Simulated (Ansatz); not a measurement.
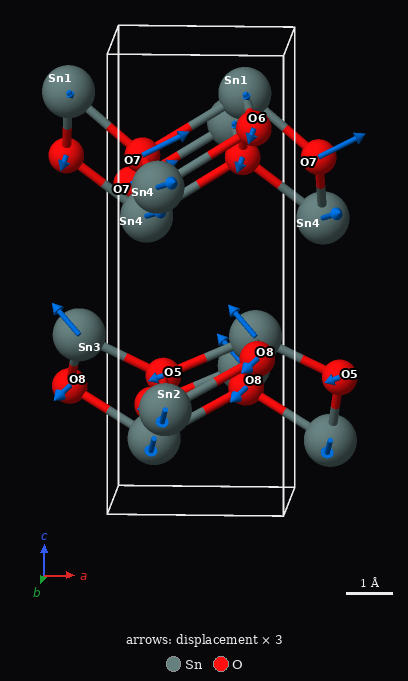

A relaxation of a crystal of SnO (set up in P1). The starting structure is drawn; blue arrows show the displacements (the part carried along by the change of the cell is left out), 3 times their true length.

The picture is a ball-and-stick view of the cell of the calculation, seen from a free direction.

Case: cure: more steps.

Level of theory: DFT PBE, scalar-relativistic, plane waves, PAW (Ansatz).

The input:
```yaml
crystal:
  lattice:
    - [2.736912, -2.737796, 0.0]
    - [2.736912, 2.737796, 0.0]
    - [0.0, 0.0, 10.22196]
  atoms:
    - { symbol: Sn, position: [0.7316744137, 0.2348602752, 0.8693270431] }
    - { symbol: Sn, position: [0.245056596, 0.6776435101, 0.1453523357] }
    - { symbol: Sn, position: [0.7917733682, 0.2299951068, 0.3408605684] }
    - { symbol: Sn, position: [0.2127032315, 0.8282865442, 0.638062206] }
    - { symbol: O, position: [0.2698494043, 0.2385502518, 0.2547051966] }
    - { symbol: O, position: [0.7508340437, 0.7335206139, 0.7620129686] }
    - { symbol: O, position: [0.1512739861, 0.2435360976, 0.733317199] }
    - { symbol: O, position: [0.7728060069, 0.7677431157, 0.2634321203] }
basis:
  ecutwfc: 420
kpoints:
  mp_grid: { grid: [6, 6, 2] }
hamiltonian:
  xc: pbe
scf:
  occupations: { method: gaussian, width: 0.02 }
output:
  forces: true
  stress: true
  eigenvalues: true
relax:
  adjacent_minimum: "off"
  f_tol: 0.005
  max_steps: 100
  cell: { stress_tol: 0.05 }
```

Run as
```bash
ansatz run input.yaml --threads 2 --pin off --max-ram 5120MiB --backend cpu --events-out ev --progress --plain --runs-dir out
```

> Describe the change and its energy.

After 6 accepted moves (7 points after the start) the energy has fallen by 2.094 eV per cell of the calculation. The largest force component goes from 5.1 to 0.0029 eV/Å. Pressure: 9.59 GPa at the start and −0.01 GPa at the end. At 1 point the geometry stayed and the basis and grid were re-selected for the new cell (energy shift of 2.7 meV per cell of the calculation at most each time). The atom that moves furthest relative to the cell is O7 (0.39 Å roughly along [3 0 1]). Largest moves by element: O 0.39 Å, Sn 0.34 Å. The volume changes by −0.7 %, with a 3.871 → 3.868 Å (−0.1 %), b 3.871 → 3.867 Å (−0.1 %), c 10.222 → 10.170 Å (−0.5 %). Near-neighbour distances that change, for instance: Sn1–O7 2.642 → 2.255 Å, Sn4–O7 1.894 → 2.255 Å, Sn3–O8 1.958 → 2.255 Å, Sn4–O7 (another image) 2.476 → 2.255 Å. Bond angles that change, for instance: Sn3–O8–Sn3 135.2° → 118.1°, O8–Sn3–O8 135.2° → 118.1°, Sn2–O8–Sn3 91.1° → 105.3°. The space group (tolerance 0.01 Å) goes from P1 (No. 1) to P4/nmm (No. 129). Cost: 3.7 min on 2 threads of Intel(R) Xeon(R) Processor @ 2.50GHz (Skylake/Cascade Lake), with other jobs on the host, peak memory 0.55 GiB.

Limits of the set-up: layers or molecules are held without a dispersion correction, so their spacing is unreliable.
